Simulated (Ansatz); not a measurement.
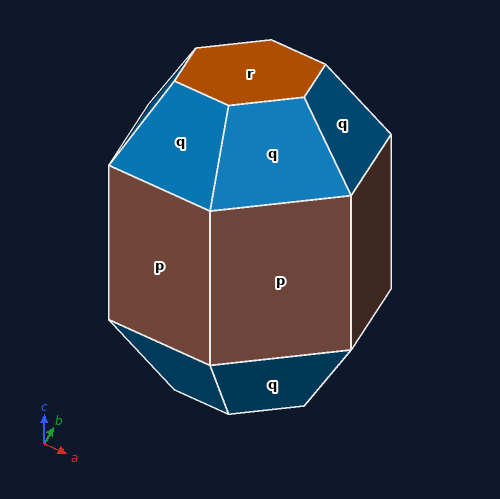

Crystal habit computed by the BFDH rule (growth rate of a face proportional to 1/d, systematic absences taken into account). This is a geometric estimate, not an energy calculation. Faces of one form share a colour. Cell of SiNi2: space group P6_3/mmc (No. 194), a = 3.868 Å, b = 3.868 Å, c = 4.917 Å, α = 90.00°, β = 90.00°, γ = 120.00°. Origin: coordinates from a relaxation with DFT PBEsol, scalar-relativistic, plane waves, PAW (Ansatz). Forms under 0.4 % of the area are left out.

Question: Index the forms that can be seen.

Answer: brown (p): {100} (d = 3.35 Å, 47 % of the area); blue (q): {101} (d = 2.77 Å, 43 % of the area); orange (r): {002} (d = 2.46 Å, 10 % of the area).
